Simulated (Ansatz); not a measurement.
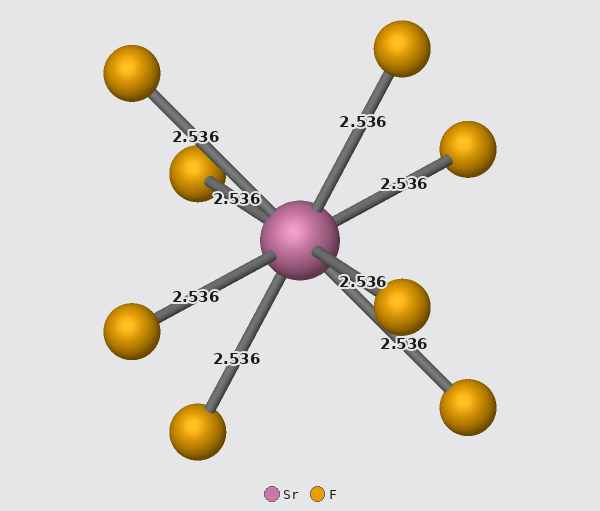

The surroundings of site Sr1 (at 0.000, 0.000, 0.000) in SrF2 in space group Fm-3m, with bond lengths in Å.

Source of the atomic positions: coordinates from a relaxation with DFT PBE, scalar-relativistic, plane waves, PAW in Ansatz 0.2.0.

```
CELL_PARAMETERS angstrom
5.85656 0.00000 0.00000
0.00000 5.85656 0.00000
0.00000 0.00000 5.85656
ATOMIC_POSITIONS crystal
Sr 0.00000 0.00000 0.00000
F 0.25000 0.75000 0.75000
F 0.25000 0.25000 0.75000
Sr 0.00000 0.50000 0.50000
F 0.25000 0.25000 0.25000
F 0.25000 0.75000 0.25000
Sr 0.50000 0.00000 0.50000
F 0.75000 0.75000 0.25000
F 0.75000 0.25000 0.25000
Sr 0.50000 0.50000 0.00000
F 0.75000 0.25000 0.75000
F 0.75000 0.75000 0.75000
```

Bond valence s = exp((R0 − d)/b), R0 fitted to published crystal structures with b = 0.37 Å; R0 in Å: Sr2+–F 2.011.

> Calculate the bond-valence sum of Sr1 from the bonds drawn.

8 × 0.242 = 1.94 v.u., against a formal valence of 2: a close match.

> And over the whole structure?

```
site              x, y, z  formal valence  bond-valence sum  difference
 Sr1  0.000, 0.000, 0.000              +2              1.95       -0.05
  F1  0.250, 0.750, 0.750              −1              0.97       -0.03
```

These sums include all anions within 5 Å. The global instability index (root mean square of the differences over all atoms) is 0.04 v.u.: little strain. Cells relaxed with PBE tend to have slightly long bonds, which lowers the sums.
